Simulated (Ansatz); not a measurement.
Consider CuO.

Space group P-1; the calculation finds a residual pressure of about 6 GPa at this fixed cell; spin-polarised. It comes out metallic at this level (no Hubbard term), which in such compounds can be an artefact. The cell comes from a database of computed structures, not from a measurement.

```
CELL_PARAMETERS angstrom
-2.91857 -2.87928 0.00000
2.84043 -2.87928 0.00000
0.01750 0.01724 5.17634
ATOMIC_POSITIONS crystal
Cu 0.75000 0.25000 0.50000
Cu 0.25000 0.75000 0.50000
Cu 0.75000 0.75000 0.00000
Cu 0.25000 0.25000 0.00000
O 0.50005 0.50162 0.25011
O 0.00005 0.00162 0.25011
O 0.49995 0.49838 0.74989
O 0.99995 0.99838 0.74989
```

Level of theory: DFT PBE, scalar-relativistic, plane waves, PAW in Ansatz.

> Which states lie at the band edges, or at the Fermi level if it is a metal?

The calculation finds no gap at the Fermi level (semilocal functionals can close small gaps).
The states at the Fermi level: Cu 3d (55 %) and O 2p (45 %) by Löwdin projection on a minimal orbital set; in space Cu about 60 % and O about 40 %.

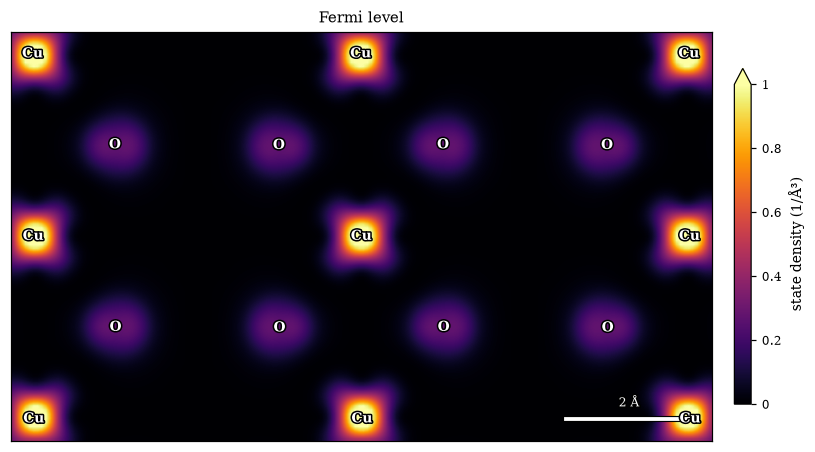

Computed densities of these states (window −0.25 to +0.25 eV about the Fermi level) on the (11̄0) plane of the conventional cell.

In a PAW calculation such maps are meaningful between the atoms, not at the nuclei.
